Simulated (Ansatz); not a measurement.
```cif
data_structure
_symmetry_space_group_name_H-M 'P 1'
_symmetry_Int_Tables_number 1
_cell_length_a 3.1142
_cell_length_b 3.1142
_cell_length_c 4.2048
_cell_angle_alpha 90.000
_cell_angle_beta 90.000
_cell_angle_gamma 120.000
_cell_volume 35.32
loop_
_atom_site_label
_atom_site_type_symbol
_atom_site_fract_x
_atom_site_fract_y
_atom_site_fract_z
_atom_site_occupancy
Ti1 Ti 0.33333 0.66667 0.25000 1
Ti2 Ti 0.66667 0.33333 0.75000 1
```

Space group P6₃/mmc; computed without spin polarisation.

The calculation used DFT r2SCAN, scalar-relativistic, plane waves, PAW (Ansatz).

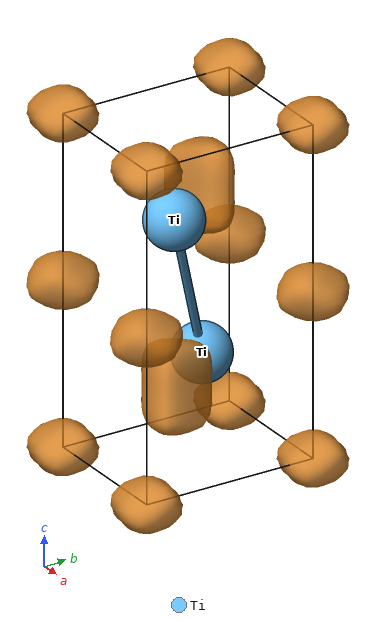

Ti. Isosurface of the electron localisation function at 0.65 (orange), seen at an oblique angle. Only the valence region is drawn (cores and ρ < 0.01 e/Å³ removed). Sticks mark near contacts.

Q: What do the ELF domains correspond to?

A: The ELF exceeds this value in four pockets between the atoms, centred on no nucleus (multi-centre or interstitial), counted in one cell of 2 atoms. Regions shared between cells count once. There are no localised bonds or lone pairs at this value. Profiles from the grid: Ti–Ti (2.77 Å): the ELF is about 0.15 at the midpoint: no shared electron pair shows on this line.

Q: Metal or insulator at this level of theory?

A: It is gapless in this calculation (a metal or semimetal).
